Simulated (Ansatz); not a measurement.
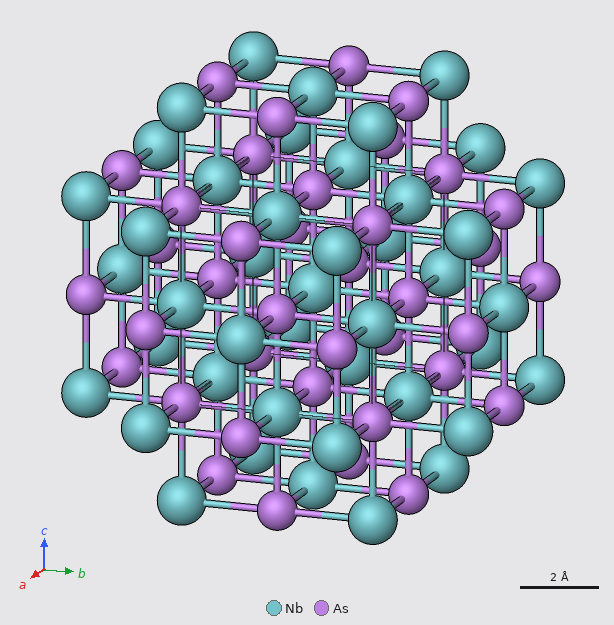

This ball-and-stick model is shown slightly off an axis. The wireframe shows the conventional unit cell. The bonded neighbours beyond the faces are included.

NbAs, rock salt (NaCl type), space group Fm-3m (No. 225), a = 5.276 Å, b = 5.276 Å, c = 5.276 Å, α = 90.00°, β = 90.00°, γ = 90.00°. It goes back to a structure type filled with these elements by a generator (whether the compound takes this form wasn't checked). Earlier steps of the study, as a rule a relaxation of our own, may have changed the cell and positions, so they can lie some per cent off the listed ones. A calculation with Ansatz used it as input.

This one geometry was computed with Ansatz (DFT, plane waves, PAW) at five levels of theory: PBE with spin-orbit coupling, PBEsol, PBE, LDA and r2SCAN.

> Which level gives the highest pressure at this volume, and what does that say about its equilibrium volume?

Highest: PBE with spin-orbit coupling (-0.1 GPa) and PBE (-0.1 GPa), which points to the largest equilibrium volume. Lowest, with the smallest volume: LDA (-8.2 GPa). Levels within 0.5 GPa of each other can't be told apart.

> How does the band gap change with the level of theory?

All levels give a metal.

> Collect the results in a table.

| level | cutoff (eV) | k-mesh of the run's cell | gap (eV) | pressure (GPa) |
| --- | --- | --- | --- | --- |
| PBE with spin-orbit coupling | 420 | 12×12×12 | metal | -0.1 |
| PBEsol | 420 | 12×12×12 | metal | -5.3 |
| PBE | 420 | 12×12×12 | metal | -0.1 |
| LDA | 420 | 12×12×12 | metal | -8.2 |
| r2SCAN | 500 | 12×12×12 | metal | -1.4 |

Gaps are taken on the k-mesh or band path of each run.
